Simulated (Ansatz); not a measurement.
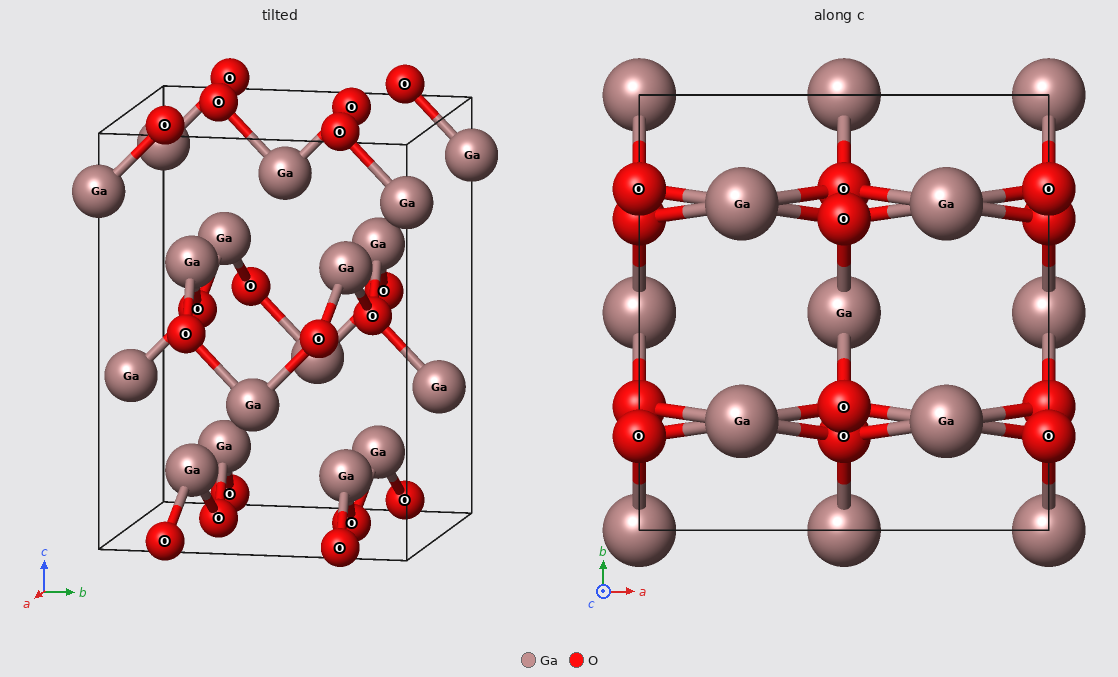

A ball-and-stick rendering, viewed slightly off an axis and along the c axis. The conventional unit cell is drawn as a box. Cell: a = 5.98 Å, b = 6.36 Å, c = 8.50 Å, α = 90.00°, β = 90.00°, γ = 90.00°.

The structure comes from a random cell made by a generator, so it need not be a real form of the compound. Earlier steps of the study may have refined or changed the cell and positions. It went into a calculation with Ansatz.

### What can be read from this drawing?

The material is Ga3O2. It is face-centred orthorhombic, space group Fmm2 (No. 42). Cell content 12 Ga, 8 O; Z = 4. The Ga atoms are each bonded to two O in a bent arrangement at about 1.9 Å. About every O there are three Ga at about 1.9 Å. The bonds build Ga3O2 layers parallel to (001).

The calculation used DFT PBE, scalar-relativistic, plane waves, PAW (Ansatz), with a cutoff energy of 420 eV, k-points about 0.16 Å⁻¹ apart, Gaussian smearing of 0.1 eV, no spin polarisation.

### Is the electronic structure metallic or gapped?

A metal: bands cross the Fermi level.

### What net charge does each kind of atom have (Bader)?

Ga +0.79 to +0.83 e; O -1.22 e.

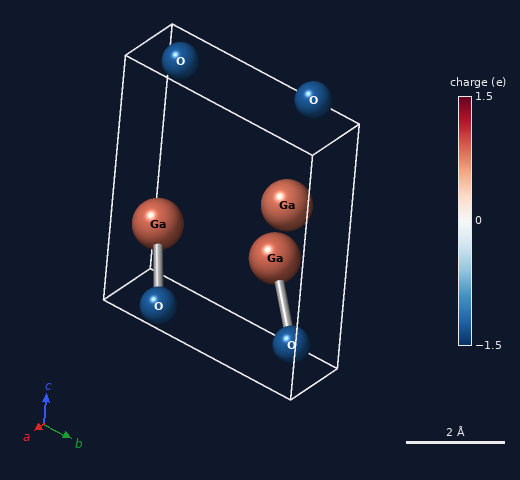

The atoms coloured by those charges. The run's cell of 5 atoms is drawn in a reduced setting, so axes and origin can differ from the first picture.

### Are forces and stress small enough to call this relaxed?

Yes. All forces vanish to within 0.01 eV/Å. The pressure is 0.0 GPa, close to zero.
